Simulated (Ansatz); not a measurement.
Consider Al16P16H (cell charge −1, with a compensating background) (cell with a defect).

The calculation's input:

```
crystal:
  lattice:
    - [-5.4711284545, 5.4711284545, -5.4711284545]
    - [5.4711284545, -5.4711284545, -5.4711284545]
    - [-5.4711284545, -5.4711284545, 5.4711284545]
  atoms:
    - { symbol: Al, position: [0.5, 0.25, 0.25] }
    - { symbol: Al, position: [0.25, 0.25, 0.5] }
    - { symbol: Al, position: [0.0, 0.25, 0.75] }
    - { symbol: Al, position: [0.75, 0.0, 0.25] }
    - { symbol: Al, position: [0.75, 0.25, 0.0] }
    - { symbol: Al, position: [0.5, 0.0, 0.5] }
    - { symbol: Al, position: [0.25, 0.0, 0.75] }
    - { symbol: Al, position: [0.0, 0.75, 0.25] }
    - { symbol: Al, position: [1.0, 1.0, 1.0] }
    - { symbol: Al, position: [0.75, 0.75, 0.5] }
    - { symbol: Al, position: [0.5, 0.75, 0.75] }
    - { symbol: Al, position: [0.25, 0.5, 0.25] }
    - { symbol: Al, position: [0.25, 0.75, 0.0] }
    - { symbol: Al, position: [0.0, 0.5, 0.5] }
    - { symbol: Al, position: [0.75, 0.5, 0.75] }
    - { symbol: Al, position: [0.5, 0.5, 0.0] }
    - { symbol: P, position: [0.5, 0.0, 0.25] }
    - { symbol: P, position: [0.25, 0.0, 0.5] }
    - { symbol: P, position: [0.0, 0.0, 0.75] }
    - { symbol: P, position: [0.75, 0.75, 0.25] }
    - { symbol: P, position: [0.75, 0.0, 0.0] }
    - { symbol: P, position: [0.5, 0.75, 0.5] }
    - { symbol: P, position: [0.25, 0.75, 0.75] }
    - { symbol: P, position: [0.0, 0.5, 0.25] }
    - { symbol: P, position: [0.0, 0.75, 0.0] }
    - { symbol: P, position: [0.75, 0.5, 0.5] }
    - { symbol: P, position: [0.5, 0.5, 0.75] }
    - { symbol: P, position: [0.25, 0.25, 0.25] }
    - { symbol: P, position: [0.25, 0.5, 0.0] }
    - { symbol: P, position: [0.0, 0.25, 0.5] }
    - { symbol: P, position: [0.75, 0.25, 0.75] }
    - { symbol: P, position: [0.5, 0.25, 0.0] }
    - { symbol: H, position: [0.7469733644, 0.7418334765, 0.7306617561] }
total_charge: -1
basis:
  ecutwfc: 420
  xc_grid: 2
kpoints:
  mp_grid: { grid: [2, 2, 2], shift: [0.5, 0.5, 0.5] }
hamiltonian:
  xc: pbesol
scf:
  occupations: { method: gaussian, width: 0.02 }
output:
  forces: true
  stress: false
  eigenvalues: true
  write_density: true
  write_potential: true
  elf: true
  volumetric_format: npy
relax:
  adjacent_minimum: "off"
  f_tol: 0.02
  max_steps: 60
```

Launched as:

```sh
ansatz run input.yaml --threads 4 --pin off --max-ram 8192MiB --backend cpu --events-out ev --progress --plain --runs-dir out
```

The fields are those of the relaxed geometry.

Theory: DFT PBEsol, scalar-relativistic, plane waves, PAW in Ansatz.

What can the converged valence pseudo-density and electron localisation function tell about the bonding?

Answer. Al–P (2.36 Å): the density is about 0.52 e/Å³ at the midpoint; the ELF peaks at about 0.95 between the atoms: a shared electron pair.
Al–P (2.47 Å): ρ is about 0.44 e/Å³ halfway; the ELF peaks at about 0.95 between the atoms, as expected for a covalent bond.

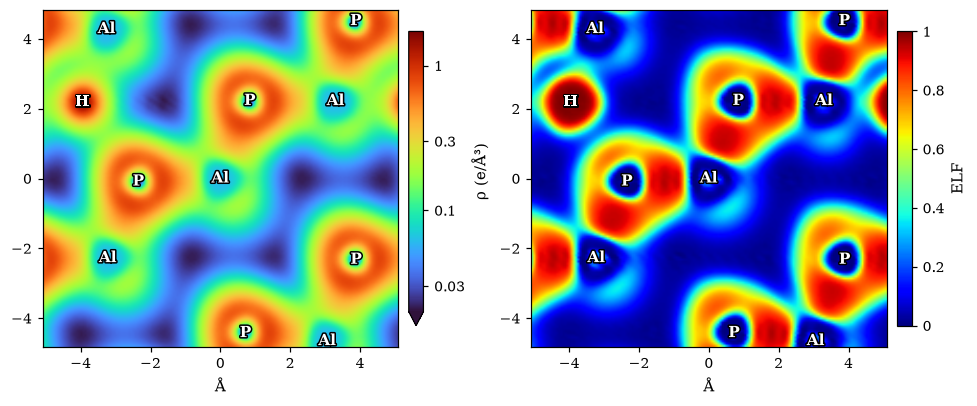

Computed valence pseudo-density and electron localisation function on the (101̄) plane of the calculation cell, in this order. 

The density is the valence pseudo-density of a PAW calculation; it isn't the true density close to the nuclei.
